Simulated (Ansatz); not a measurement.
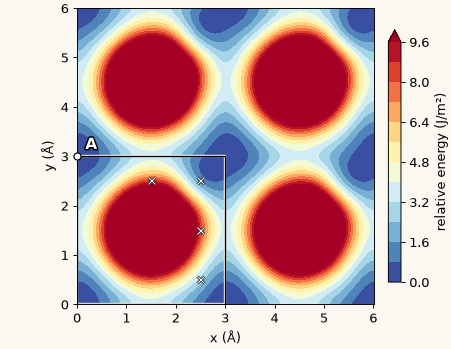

AlRu (Pm-3m, No. 221; 6 atoms in the cell). The crystal above one (1 0 0) plane is slid rigidly over the crystal below it (one fault a cell, nothing relaxed). Places are given modulo a cell vector. The map is drawn in real space over the plane of the slide. The scan uses a 6 × 6 grid; 10 points were computed and 22 follow by symmetry. At 4 points there is no value. All energies are given in J/m² relative to the lowest grid point. Method: DFT PBE, scalar-relativistic, plane waves, PAW (Ansatz). Settings: cutoff 420 eV, k-mesh 20×20×7 in the order of the run's cell vectors, gaussian smearing 0.15 eV, no spin polarisation.

Drawn: filled contours, crosses at grid points without a value, the outline of one cell of the 2 × 2 shown, one colour for all values above the top of the scale, the point A. Between grid points the surface is interpolated.

Q: What is the easiest way out of the well at A, and how high is the barrier?

A: The easiest path leads from the well at (0/6, 0/6) of the cell vectors to its copy one period on. Its highest point lies about 3.8 J/m² above the bottom of the first well on the interpolated surface, at (3/6, 0/6) of the cell vectors. The start is the relaxed structure and all else is held, so a fully relaxed path at this level can only be lower.

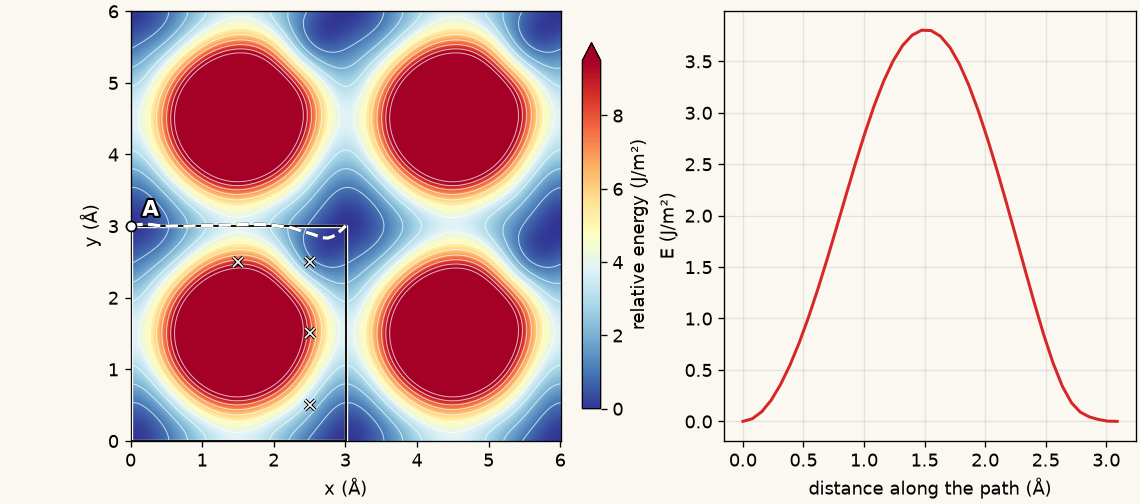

The picture shows a smooth colour map with a few white contour lines, crosses at grid points without a value, a line along the lowest path, the outline of one cell of the 2 × 2 shown, one colour for all values above the top of the scale, the energy along the path at the right. Between grid points the surface is interpolated.
